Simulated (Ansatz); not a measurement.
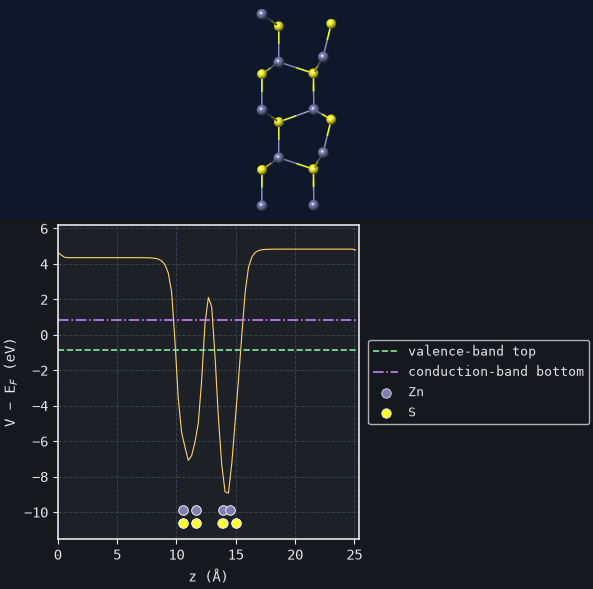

Plane-averaged electrostatic potential energy of an electron across the slab; circles at the bottom mark the heights of the atoms. The structure is drawn too. System: a (100) slab cut from ZnS (P6_3mc), ended by ZnS planes, 16 atoms in the cell, the slab at its places in the relaxed adsorbed structure. Level of theory: DFT PBE+D3(BJ), scalar-relativistic, plane waves, PAW, no spin polarisation, 2×3×1 k mesh, Gaussian smearing of 0.05 eV; code Ansatz 0.2.0.

From the vacuum level at the right face the ionisation potential is 5.67 eV and the electron affinity 4.00 eV; at the left face they are 5.19 and 3.52 eV. The slab's gap, their difference before rounding, is 1.67 eV. The vacuum level is 0.48 eV higher at the right than at the left, so the slab carries a dipole along its normal; the ramp in the vacuum, at or near the edge of the plot, is the dipole correction that keeps each side flat. The outermost atoms are 4.5 Å apart, which leaves 20.9 Å of vacuum in a cell 25.4 Å high.

The atoms aren't at rest in this cell (largest force 1.5 eV/Å), so the relaxed material can differ.
